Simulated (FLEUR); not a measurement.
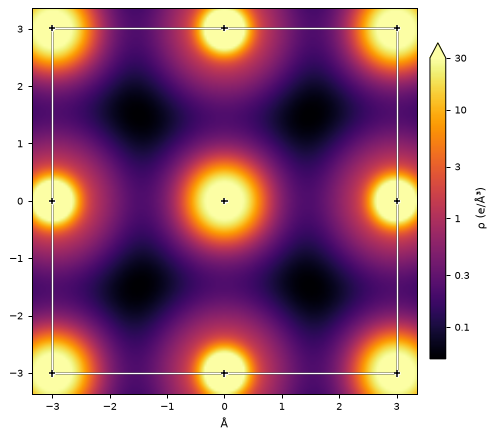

The electron density on a plane through atoms (crosses mark nuclei in the plane).

The calculation used Kohn-Sham DFT of a periodic cell, SCAN, all-electron (FLEUR MaX-R8.1 (later development tree)).

Candidates:
A. Ni, a = 3.48 Å, b = 3.48 Å, c = 3.48 Å, α = 90.00°, β = 90.00°, γ = 90.00°. Space group Fm-3m; a structure from a database of computed crystals, not necessarily the ambient phase; spin-polarised.
B. SnSe, a = 6.02 Å, b = 6.02 Å, c = 6.02 Å, α = 90.00°, β = 90.00°, γ = 90.00°. Space group Fm-3m.

### Which candidate gave the map?

Candidate B: SnSe on the (100) plane of the conventional cell, which holds Sn and Se. Sn–Se (3.01 Å): ρ is about 0.23 e/Å³ halfway.
